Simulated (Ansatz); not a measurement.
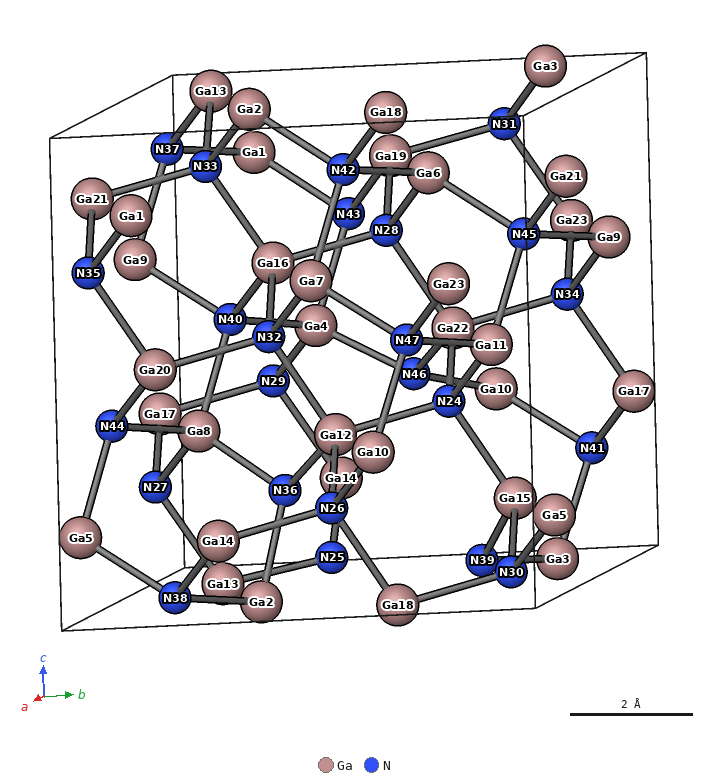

*The structure as given in the input (ball-and-stick view of the cell of the calculation, seen slightly off an axis; atoms are numbered from 1 in the order of the input).*

Near neighbours in the crystal (not all of them lie inside the picture): Ga has 4 N at 1.90 to 2.00 Å; N has 4 Ga at 1.96 to 2.00 Å; N has 3 Ga at 1.90 to 1.91 Å.

Geometry relaxation, with input and output: Ga23N24 (charge −1) (part 1 of 4)

- system: Ga23N24 (defect cell, 47 atoms in the cell, total charge −1)
- method: DFT PBE, scalar-relativistic, plane waves, PAW, no spin polarisation (Ansatz 0.2.0)

The structure derives from an entry of the Crystallography Open Database. Figures and captions count atoms from 1; the log counts them from 0 in places.

The input
```yaml
crystal:
  lattice:
    - [3.2184289061, -5.5744823859, -5.2430304973]
    - [-6.4368578122, 0.0, -5.2430304973]
    - [3.2184289061, 5.5744823859, -5.2430304973]
  atoms:
    - { symbol: Ga, position: [0.0018406958, 0.1682631956, 0.8357684636] }
    - { symbol: Ga, position: [0.6639848904, 0.3342087241, 0.0007194662] }
    - { symbol: Ga, position: [0.1667963215, 0.8304434243, 0.0016862706] }
    - { symbol: Ga, position: [0.1677955568, 0.3331916242, 0.4979378936] }
    - { symbol: Ga, position: [0.8329365922, 0.0010383322, 0.1680082883] }
    - { symbol: Ga, position: [0.5000587582, 0.6652483304, 0.8355116246] }
    - { symbol: Ga, position: [0.8346630033, 0.5005398642, 0.6668935128] }
    - { symbol: Ga, position: [0.4988533973, 0.1680375891, 0.3339387978] }
    - { symbol: Ga, position: [0.3341265793, -0.0006274952, 0.6685213533] }
    - { symbol: Ga, position: [0.0016288991, 0.6664843265, 0.3327305552] }
    - { symbol: Ga, position: [0.6666059652, 0.8330080345, 0.5004910326] }
    - { symbol: Ga, position: [0.6652103463, 0.4996507587, 0.3329128954] }
    - { symbol: Ga, position: [0.333223828, 0.1675747813, 0.0026414311] }
    - { symbol: Ga, position: [0.0011616735, 0.3351476896, 0.1671141754] }
    - { symbol: Ga, position: [0.4989824194, 0.8315750388, 0.1671468618] }
    - { symbol: Ga, position: [0.4999063703, 0.3333289401, 0.6676434431] }
    - { symbol: Ga, position: [0.1669460333, 0.0001706921, 0.3337734825] }
    - { symbol: Ga, position: [0.8337542542, 0.6662927947, 0.0008353162] }
    - { symbol: Ga, position: [0.1687866367, 0.4996301195, 0.8351283227] }
    - { symbol: Ga, position: [0.8330233926, 0.1671128884, 0.5012242687] }
    - { symbol: Ga, position: [0.6673118771, -0.0005616842, 0.8346084837] }
    - { symbol: Ga, position: [0.3332769978, 0.6654179025, 0.4990926906] }
    - { symbol: Ga, position: [0.0007212457, 0.8337407956, 0.6669336476] }
    - { symbol: "N", position: [0.5412812658, 0.7076778538, 0.3751595645] }
    - { symbol: "N", position: [0.1954938217, 0.3618694973, 0.0294279738] }
    - { symbol: "N", position: [0.87454759, 0.5426227158, 0.2087776838] }
    - { symbol: "N", position: [0.3748891093, 0.0409319568, 0.2100868534] }
    - { symbol: "N", position: [0.3762269063, 0.54127458, 0.7084127938] }
    - { symbol: "N", position: [0.0403435951, 0.2071687216, 0.3749714808] }
    - { symbol: "N", position: [0.7090002783, 0.8743860131, 0.042506795] }
    - { symbol: "N", position: [0.0407523534, 0.7074863605, 0.8742577317] }
    - { symbol: "N", position: [0.7080268197, 0.375024882, 0.5429526117] }
    - { symbol: "N", position: [0.5410573135, 0.2067544108, 0.874653476] }
    - { symbol: "N", position: [0.208615435, 0.8754304498, 0.5418774039] }
    - { symbol: "N", position: [0.875233702, 0.0416536191, 0.7091384965] }
    - { symbol: "N", position: [0.5602852435, 0.362653248, 0.2122729473] }
    - { symbol: "N", position: [0.2078714531, 0.0394177083, 0.8747593332] }
    - { symbol: "N", position: [0.872982618, 0.2072823808, 0.0417726905] }
    - { symbol: "N", position: [0.378320937, 0.7266300348, 0.0301435884] }
    - { symbol: "N", position: [0.3745325733, 0.2070798473, 0.5426867778] }
    - { symbol: "N", position: [0.040669455, 0.8752302212, 0.2084121025] }
    - { symbol: "N", position: [0.7088025372, 0.5409325464, 0.8745873794] }
    - { symbol: "N", position: [0.0409018818, 0.3742835953, 0.7069384524] }
    - { symbol: "N", position: [0.7081002153, 0.0398692313, 0.3766278237] }
    - { symbol: "N", position: [0.5427312325, 0.8744978083, 0.7073535386] }
    - { symbol: "N", position: [0.1962498431, 0.5447535228, 0.3941567808] }
    - { symbol: "N", position: [0.8734872571, 0.7091477458, 0.5419973768] }
  host:
    lattice:
      - [3.2184289061, 0.0, 0.0]
      - [-1.6092144531, 2.787241193, 0.0]
      - [0.0, 0.0, 5.2430304973]
    atoms:
      - { symbol: Ga, position: [0.3333333333, 0.6666666667, -0.0008683118] }
      - { symbol: Ga, position: [0.6666666667, 0.3333333333, 0.4991316882] }
      - { symbol: "N", position: [0.3333333333, 0.6666666667, 0.3758683118] }
      - { symbol: "N", position: [0.6666666667, 0.3333333333, 0.8758683118] }
total_charge: -1
basis:
  ecutwfc: 420
  xc_grid: 2
kpoints:
  mp_grid: { grid: [2, 2, 2], shift: [0.5, 0.5, 0.5] }
hamiltonian:
  xc: pbe
scf:
  occupations: { method: gaussian, width: 0.01 }
output:
  forces: true
  stress: false
  eigenvalues: true
  charged_corrections:
    defect_position: [0.33362277, 0.50028944, 0.1669561]
    epsilon: [[10.4942, 0.0, 0.0], [0.0, 10.4942, 0.0], [0.0, 0.0, 11.6904]]
  write_density: true
  write_potential: true
  elf: true
  volumetric_format: npy
relax:
  adjacent_minimum: "off"
  f_tol: 0.025
  max_steps: 60
```

Run on 8 threads of Arm Neoverse V2, 128 GiB of memory available, shared host.

Launched with:
```bash
ansatz run input.yaml --threads 8 --pin off --max-ram 22528MiB --backend cpu --events-out ev --progress --plain --runs-dir out
```

Log
```
Engine: ansatz 0.2.0, aarch64-unknown-linux-gnu
Pseudopotentials: kind: paw
Pseudopotential: Ga, paw, valence charge 13, recommended cutoff 420 eV (normal), Ga.paw.azcp
Pseudopotential: N, paw, valence charge 5, recommended cutoff 420 eV (normal), N.paw.azcp
Functional definition: PBE
  parameter kappa = 0.804
  parameter beta = 0.06672455060314922
  exchange = pbe_x(kappa = kappa, mu = beta*pi^2/3)
  correlation = pbe_c(beta = beta)
Crystal: 47 atoms, lattice volume = 564.394 Å³
Basis set: ecut = 420 eV, 11057 PW (Γ), exchange–correlation on 120×120×120 points (8 copies of the dense FFT grid, shifted against one another)
Bands: 257, of which v1, the nominal top of the filled ones, is band 210 counted from 1 (209 counted from 0)
Symmetry: 1 space group operations
Space group: P1 (ITA 1), of the structure as read, at distance tolerance 8.3e-5 Å
k-points: 4 of 8 (time reversal used)
Non-local potential: Ga, projectors of the file, l = 0: 2, l = 1: 2, l = 2: 3, l = 3: 1
Non-local potential: N, projectors of the file, l = 0: 2, l = 1: 2, l = 2: 1
PAW form: soft (Blöchl's): semilocal exchange-correlation on the pseudo side does not see the compensation charge
PAW one-centre angular grid: Ga, 590 points (default); XC on 64 Gauss nodes
PAW one-centre angular grid: N, 110 points (default); XC on 64 Gauss nodes
Initial density: superposition of atomic densities (neutral atoms scaled as one to the charged cell's electrons: chi_scale 0, normalization atom), corrected by the library's trained network
Initial wavefunctions: pseudopotential atomic-orbital guess
Functional: x = pbe(κ = 0.804, μ = 0.2195149727645171), c = pbe(β = 0.06672455060314922)
SCF iter   1: F=—  HF=-96230.751909 eV  |F-HF|=—  |Δ(HF+E_count)|=         —  Δρ=1.42e-2  dr2=1.32e0  ethr=1.77e-3  ⟨swp⟩=6.0  Hψ=3668  notcnv=0  defer=20
preconditioner: auto → LDOS  [metal: Δε(μ)=0.006 eV  Ē_g=16.041 eV  σ=0.010 eV  W_gap=0.30  n_scr=166 (ndim 8)  ℏωp=32.0 eV  f_vac=0.025  D(μ)=52.30/eV (n_scr^D=672)  β→1.0]
SCF iter   2: F=—  HF=-96230.825964 eV  |F-HF|=—  |Δ(HF+E_count)|=   7.41e-2  Δρ=1.80e-2  dr2=1.90e0  ethr=3.14e-4  ⟨swp⟩=2.0  Hψ=1971  notcnv=0  defer=161
SCF iter   3: F=—  HF=-96230.564754 eV  |F-HF|=—  |Δ(HF+E_count)|=   2.61e-1  Δρ=7.89e-3  dr2=5.49e-1  ethr=3.14e-4  ⟨swp⟩=2.0  Hψ=1654  notcnv=0  defer=161
SCF iter   4: F=—  HF=-96230.551950 eV  |F-HF|=—  |Δ(HF+E_count)|=   1.28e-2  Δρ=3.50e-3  dr2=1.21e-1  ethr=1.31e-4  ⟨swp⟩=1.0  Hψ=947  notcnv=0  defer=161
SCF iter   5: F=—  HF=-96230.551208 eV  |F-HF|=—  |Δ(HF+E_count)|=   7.42e-4  Δρ=4.77e-3  dr2=2.18e-1  ethr=2.87e-5  ⟨swp⟩=2.0  Hψ=1635  notcnv=0  defer=161
SCF iter   6: F=—  HF=-96230.550164 eV  |F-HF|=—  |Δ(HF+E_count)|=   1.04e-3  Δρ=4.15e-3  dr2=1.75e-1  ethr=2.87e-5  ⟨swp⟩=2.0  Hψ=934  notcnv=0  defer=161
SCF iter   7: F=—  HF=-96230.549790 eV  |F-HF|=—  |Δ(HF+E_count)|=   3.75e-4  Δρ=4.27e-3  dr2=1.85e-1  ethr=2.87e-5  ⟨swp⟩=1.2  Hψ=1110  notcnv=0  defer=161
SCF iter   8: F=—  HF=-96230.549674 eV  |F-HF|=—  |Δ(HF+E_count)|=   1.16e-4  Δρ=4.60e-3  dr2=2.03e-1  ethr=2.87e-5  ⟨swp⟩=2.0  Hψ=878  notcnv=0  defer=161
SCF iter   9: F=—  HF=-96230.545756 eV  |F-HF|=—  |Δ(HF+E_count)|=   3.92e-3  Δρ=3.75e-3  dr2=1.30e-1  ethr=2.87e-5  ⟨swp⟩=1.0  Hψ=867  notcnv=0  defer=161
SCF iter  10: F=—  HF=-96230.542311 eV  |F-HF|=—  |Δ(HF+E_count)|=   3.44e-3  Δρ=2.51e-3  dr2=5.49e-2  ethr=2.87e-5  ⟨swp⟩=1.0  Hψ=867  notcnv=0  defer=161
SCF iter  11: F=—  HF=-96230.540927 eV  |F-HF|=—  |Δ(HF+E_count)|=   1.38e-3  Δρ=9.58e-4  dr2=9.23e-3  ethr=1.31e-5  ⟨swp⟩=1.0  Hψ=947  notcnv=0  defer=161
SCF iter  12: F=—  HF=-96230.539754 eV  |F-HF|=—  |Δ(HF+E_count)|=   1.17e-3  Δρ=6.33e-4  dr2=3.67e-3  ethr=2.20e-6  ⟨swp⟩=1.0  Hψ=867  notcnv=0  defer=161
SCF iter  13: F=—  HF=-96230.539682 eV  |F-HF|=—  |Δ(HF+E_count)|=   7.18e-5  Δρ=5.73e-4  dr2=2.40e-3  ethr=8.74e-7  ⟨swp⟩=2.8  Hψ=1660  notcnv=0  defer=161
SCF iter  14: F=—  HF=-96230.539578 eV  |F-HF|=—  |Δ(HF+E_count)|=   1.04e-4  Δρ=4.11e-4  dr2=1.33e-3  ethr=5.72e-7  ⟨swp⟩=2.0  Hψ=1011  notcnv=0  defer=161
SCF iter  15: F=—  HF=-96230.539567 eV  |F-HF|=—  |Δ(HF+E_count)|=   1.05e-5  Δρ=5.21e-4  dr2=2.39e-3  ethr=3.16e-7  ⟨swp⟩=2.0  Hψ=886  notcnv=0  defer=161
SCF iter  16: F=—  HF=-96230.539513 eV  |F-HF|=—  |Δ(HF+E_count)|=   5.40e-5  Δρ=2.45e-4  dr2=4.67e-4  ethr=3.16e-7  ⟨swp⟩=1.2  Hψ=868  notcnv=0  defer=161
SCF iter  17: F=—  HF=-96230.539497 eV  |F-HF|=—  |Δ(HF+E_count)|=   1.62e-5  Δρ=3.47e-4  dr2=1.18e-3  ethr=1.11e-7  ⟨swp⟩=3.0  Hψ=1629  notcnv=0  defer=161  recentre
SCF iter  18: F=—  HF=-96230.539471 eV  |F-HF|=—  |Δ(HF+E_count)|=   2.63e-5  Δρ=2.00e-4  dr2=4.29e-4  ethr=1.11e-7  ⟨swp⟩=1.0  Hψ=867  notcnv=0  defer=161
SCF iter  19: F=—  HF=-96230.539454 eV  |F-HF|=—  |Δ(HF+E_count)|=   1.61e-5  Δρ=1.08e-4  dr2=1.16e-4  ethr=1.02e-7  ⟨swp⟩=1.0  Hψ=867  notcnv=0  defer=161
SCF iter  20: F=—  HF=-96230.539451 eV  |F-HF|=—  |Δ(HF+E_count)|=   3.20e-6  Δρ=1.04e-4  dr2=7.96e-5  ethr=2.77e-8  ⟨swp⟩=1.0  Hψ=867  notcnv=0  defer=161
SCF iter  21: F=—  HF=-96230.539445 eV  |F-HF|=—  |Δ(HF+E_count)|=   6.19e-6  Δρ=6.45e-5  dr2=3.28e-5  ethr=1.90e-8  ⟨swp⟩=2.8  Hψ=1578  notcnv=0  defer=161
SCF iter  22: F=-96230.539432 eV  HF=-96230.539443 eV  |F-HF|=1.07e-5  |Δ(HF+E_count)|=   2.32e-6  Δρ=3.53e-5  dr2=1.18e-5  ethr=3.72e-9  ⟨swp⟩=13.2  Hψ=9220  notcnv=0
SCF 1 converged in 22 iterations: F = -96230.539432 eV  dr2 = 1.18e-5
  greatest PAW one-centre occupation: 0.995 electrons in one spin orbital (limit 2), on the Ga atom at site 1 (counted from 0), in its partial waves of l = 2
relax step   1: F+E_penalty+E_count = -96230.53943205 eV  Δ(F+E_penalty+E_count) = +0.000e0 eV  max|allowed force component| = 1.920e-1 eV/Å  Δτ_max = 0.0000 Å  (22 SCF iters, dr2 threshold 1.56e-5 eV, accepted)
Initial density: handed on by an earlier stage of this run
Initial wavefunctions: those handed on with the density
iter 1 solved again at ethr=6.85e-5 eV; its pass at ethr=3.10e-3 eV (dr2=2.87e-1 eV) is discarded
SCF iter   1: F=—  HF=-96230.553588 eV  |F-HF|=—  |Δ(HF+E_count)|=         —  Δρ=5.55e-3  dr2=2.87e-1  ethr=6.85e-5  ⟨swp⟩=1.0  Hψ=2400  notcnv=0  defer=161
preconditioner: auto → LDOS  [metal: Δε(μ)=0.008 eV  Ē_g=16.261 eV  σ=0.010 eV  W_gap=0.41  n_scr=166 (ndim 8)  ℏωp=32.0 eV  f_vac=0.024  D(μ)=59.99/eV (n_scr^D=810)  β→1.0]
SCF iter   2: F=—  HF=-96230.544083 eV  |F-HF|=—  |Δ(HF+E_count)|=   9.50e-3  Δρ=2.07e-3  dr2=3.12e-2  ethr=6.84e-5  ⟨swp⟩=2.0  Hψ=874  notcnv=0  defer=161
SCF iter   3: F=—  HF=-96230.547225 eV  |F-HF|=—  |Δ(HF+E_count)|=   3.14e-3  Δρ=6.88e-4  dr2=2.35e-3  ethr=7.42e-6  ⟨swp⟩=2.0  Hψ=1654  notcnv=0  defer=161
SCF iter   4: F=—  HF=-96230.547952 eV  |F-HF|=—  |Δ(HF+E_count)|=   7.26e-4  Δρ=7.80e-4  dr2=4.63e-3  ethr=5.59e-7  ⟨swp⟩=2.0  Hψ=1629  notcnv=0  defer=161
SCF iter   5: F=—  HF=-96230.547915 eV  |F-HF|=—  |Δ(HF+E_count)|=   3.67e-5  Δρ=5.15e-4  dr2=1.88e-3  ethr=5.59e-7  ⟨swp⟩=1.0  Hψ=867  notcnv=0  defer=161
SCF iter   6: F=—  HF=-96230.547003 eV  |F-HF|=—  |Δ(HF+E_count)|=   9.12e-4  Δρ=3.63e-4  dr2=1.14e-3  ethr=4.47e-7  ⟨swp⟩=1.0  Hψ=867  notcnv=0  defer=161
SCF iter   7: F=—  HF=-96230.546929 eV  |F-HF|=—  |Δ(HF+E_count)|=   7.40e-5  Δρ=2.64e-4  dr2=7.66e-4  ethr=2.72e-7  ⟨swp⟩=2.0  Hψ=886  notcnv=0  defer=161
SCF iter   8: F=—  HF=-96230.546891 eV  |F-HF|=—  |Δ(HF+E_count)|=   3.83e-5  Δρ=1.69e-4  dr2=2.73e-4  ethr=1.82e-7  ⟨swp⟩=2.0  Hψ=883  notcnv=0  defer=161
SCF iter   9: F=—  HF=-96230.546882 eV  |F-HF|=—  |Δ(HF+E_count)|=   9.33e-6  Δρ=1.33e-4  dr2=1.54e-4  ethr=6.50e-8  ⟨swp⟩=2.0  Hψ=1607  notcnv=0  defer=161
SCF iter  10: F=—  HF=-96230.546870 eV  |F-HF|=—  |Δ(HF+E_count)|=   1.17e-5  Δρ=1.09e-4  dr2=1.04e-4  ethr=3.67e-8  ⟨swp⟩=3.0  Hψ=1895  notcnv=0  defer=161
SCF iter  11: F=—  HF=-96230.546862 eV  |F-HF|=—  |Δ(HF+E_count)|=   8.26e-6  Δρ=8.26e-5  dr2=5.52e-5  ethr=2.47e-8  ⟨swp⟩=2.0  Hψ=1032  notcnv=0  defer=161
SCF iter  12: F=—  HF=-96230.546863 eV  |F-HF|=—  |Δ(HF+E_count)|=   1.20e-6  Δρ=8.20e-5  dr2=5.24e-5  ethr=1.31e-8  ⟨swp⟩=1.0  Hψ=867  notcnv=0  defer=161
SCF iter  13: F=—  HF=-96230.546862 eV  |F-HF|=—  |Δ(HF+E_count)|=   8.08e-7  Δρ=5.22e-5  dr2=2.71e-5  ethr=1.25e-8  ⟨swp⟩=1.2  Hψ=868  notcnv=0  defer=161
SCF iter  14: F=—  HF=-96230.546861 eV  |F-HF|=—  |Δ(HF+E_count)|=   1.17e-6  Δρ=4.33e-5  dr2=1.91e-5  ethr=6.45e-9  ⟨swp⟩=2.0  Hψ=1629  notcnv=0  defer=161
SCF iter  15: F=—  HF=-96230.546860 eV  |F-HF|=—  |Δ(HF+E_count)|=   6.83e-7  Δρ=3.71e-5  dr2=1.45e-5  ethr=4.56e-9  ⟨swp⟩=1.2  Hψ=868  notcnv=0  defer=161
SCF iter  16: F=—  HF=-96230.546859 eV  |F-HF|=—  |Δ(HF+E_count)|=   1.17e-6  Δρ=2.82e-5  dr2=7.21e-6  ethr=3.46e-9  ⟨swp⟩=2.0  Hψ=1036  notcnv=0  defer=161
SCF iter  17: F=—  HF=-96230.546859 eV  |F-HF|=—  |Δ(HF+E_count)|=   3.00e-7  Δρ=2.21e-5  dr2=4.30e-6  ethr=1.72e-9  ⟨swp⟩=1.2  Hψ=868  notcnv=0  defer=161
SCF iter  18: F=—  HF=-96230.546859 eV  |F-HF|=—  |Δ(HF+E_count)|=   1.92e-7  Δρ=1.79e-5  dr2=2.79e-6  ethr=1.02e-9  ⟨swp⟩=2.0  Hψ=1609  notcnv=0  defer=161
SCF iter  19: F=-96230.546857 eV  HF=-96230.546858 eV  |F-HF|=1.08e-6  |Δ(HF+E_count)|=   1.96e-7  Δρ=1.29e-5  dr2=1.25e-6  ethr=5.49e-10  ⟨swp⟩=14.8  Hψ=9407  notcnv=0
SCF 2 converged in 19 iterations: F = -96230.546857 eV  dr2 = 1.25e-6
relax step   2: F+E_penalty+E_count = -96230.54685735 eV  Δ(F+E_penalty+E_count) = -7.425e-3 eV  max|allowed force component| = 1.011e-1 eV/Å  Δτ_max = 0.0104 Å  (19 SCF iters, dr2 threshold 2.30e-6 eV, accepted)
SCF iter   1: F=—  HF=-96230.555521 eV  |F-HF|=—  |Δ(HF+E_count)|=         —  Δρ=5.13e-3  dr2=2.44e-1  ethr=4.49e-4  ⟨swp⟩=2.0  Hψ=1239  notcnv=0  defer=161
preconditioner: auto → LDOS  [metal: Δε(μ)=0.009 eV  Ē_g=16.262 eV  σ=0.010 eV  W_gap=0.47  n_scr=166 (ndim 8)  ℏωp=32.0 eV  f_vac=0.024  D(μ)=57.22/eV (n_scr^D=768)  β→1.0]
SCF iter   2: F=—  HF=-96230.547178 eV  |F-HF|=—  |Δ(HF+E_count)|=   8.34e-3  Δρ=1.83e-3  dr2=2.22e-2  ethr=5.81e-5  ⟨swp⟩=2.0  Hψ=1188  notcnv=0  defer=161
SCF iter   3: F=—  HF=-96230.550002 eV  |F-HF|=—  |Δ(HF+E_count)|=   2.82e-3  Δρ=6.50e-4  dr2=2.42e-3  ethr=5.29e-6  ⟨swp⟩=2.0  Hψ=1654  notcnv=0  defer=161
SCF iter   4: F=—  HF=-96230.550537 eV  |F-HF|=—  |Δ(HF+E_count)|=   5.35e-4  Δρ=6.72e-4  dr2=3.41e-3  ethr=5.75e-7  ⟨swp⟩=2.0  Hψ=1629  notcnv=0  defer=161
SCF iter   5: F=—  HF=-96230.550547 eV  |F-HF|=—  |Δ(HF+E_count)|=   1.02e-5  Δρ=4.49e-4  dr2=1.52e-3  ethr=5.75e-7  ⟨swp⟩=1.0  Hψ=867  notcnv=0  defer=161
SCF iter   6: F=—  HF=-96230.550545 eV  |F-HF|=—  |Δ(HF+E_count)|=   2.60e-6  Δρ=3.41e-4  dr2=1.07e-3  ethr=3.61e-7  ⟨swp⟩=1.0  Hψ=867  notcnv=0  defer=161
SCF iter   7: F=—  HF=-96230.550467 eV  |F-HF|=—  |Δ(HF+E_count)|=   7.75e-5  Δρ=2.55e-4  dr2=6.83e-4  ethr=2.55e-7  ⟨swp⟩=2.0  Hψ=883  notcnv=0  defer=161
SCF iter   8: F=—  HF=-96230.550428 eV  |F-HF|=—  |Δ(HF+E_count)|=   3.95e-5  Δρ=1.66e-4  dr2=2.59e-4  ethr=1.63e-7  ⟨swp⟩=2.0  Hψ=886  notcnv=0  defer=161
SCF iter   9: F=—  HF=-96230.549460 eV  |F-HF|=—  |Δ(HF+E_count)|=   9.68e-4  Δρ=1.28e-4  dr2=1.46e-4  ethr=6.17e-8  ⟨swp⟩=2.0  Hψ=1015  notcnv=0  defer=161
SCF iter  10: F=—  HF=-96230.549452 eV  |F-HF|=—  |Δ(HF+E_count)|=   8.40e-6  Δρ=1.12e-4  dr2=9.72e-5  ethr=3.47e-8  ⟨swp⟩=2.0  Hψ=1302  notcnv=0  defer=161
SCF iter  11: F=—  HF=-96230.549445 eV  |F-HF|=—  |Δ(HF+E_count)|=   6.36e-6  Δρ=8.65e-5  dr2=5.82e-5  ethr=2.31e-8  ⟨swp⟩=3.0  Hψ=1825  notcnv=0  defer=161
SCF iter  12: F=—  HF=-96230.549446 eV  |F-HF|=—  |Δ(HF+E_count)|=   3.41e-7  Δρ=8.22e-5  dr2=5.31e-5  ethr=1.39e-8  ⟨swp⟩=1.0  Hψ=867  notcnv=0  defer=161
SCF iter  13: F=—  HF=-96230.549444 eV  |F-HF|=—  |Δ(HF+E_count)|=   1.42e-6  Δρ=4.91e-5  dr2=2.47e-5  ethr=1.26e-8  ⟨swp⟩=1.2  Hψ=868  notcnv=0  defer=161
SCF iter  14: F=—  HF=-96230.549444 eV  |F-HF|=—  |Δ(HF+E_count)|=   3.38e-7  Δρ=4.07e-5  dr2=1.83e-5  ethr=5.89e-9  ⟨swp⟩=1.2  Hψ=868  notcnv=0  defer=161
SCF iter  15: F=—  HF=-96230.549443 eV  |F-HF|=—  |Δ(HF+E_count)|=   8.90e-7  Δρ=3.49e-5  dr2=1.34e-5  ethr=4.37e-9  ⟨swp⟩=2.8  Hψ=1652  notcnv=0  defer=161
SCF iter  16: F=—  HF=-96230.549442 eV  |F-HF|=—  |Δ(HF+E_count)|=   1.27e-6  Δρ=2.94e-5  dr2=7.90e-6  ethr=3.19e-9  ⟨swp⟩=3.0  Hψ=1643  notcnv=0  defer=161
SCF iter  17: F=—  HF=-96230.549441 eV  |F-HF|=—  |Δ(HF+E_count)|=   4.55e-7  Δρ=2.26e-5  dr2=4.31e-6  ethr=1.88e-9  ⟨swp⟩=1.0  Hψ=867  notcnv=0  defer=161
SCF iter  18: F=—  HF=-96230.549441 eV  |F-HF|=—  |Δ(HF+E_count)|=   2.68e-7  Δρ=1.47e-5  dr2=1.86e-6  ethr=1.03e-9  ⟨swp⟩=3.0  Hψ=1626  notcnv=0  defer=161
SCF iter  19: F=—  HF=-96230.549441 eV  |F-HF|=—  |Δ(HF+E_count)|=   1.24e-7  Δρ=9.91e-6  dr2=7.60e-7  ethr=4.44e-10  ⟨swp⟩=2.8  Hψ=1469  notcnv=0  defer=161
SCF iter  20: F=-96230.549441 eV  HF=-96230.549441 eV  |F-HF|=2.52e-7  |Δ(HF+E_count)|=   2.55e-8  Δρ=7.23e-6  dr2=3.40e-7  ethr=1.52e-10  ⟨swp⟩=13.2  Hψ=7106  notcnv=0
SCF 3 converged in 20 iterations: F = -96230.549441 eV  dr2 = 3.40e-7
  greatest PAW one-centre occupation: 0.995 electrons in one spin orbital (limit 2), on the Ga atom at site 2 (counted from 0), in its partial waves of l = 2
```
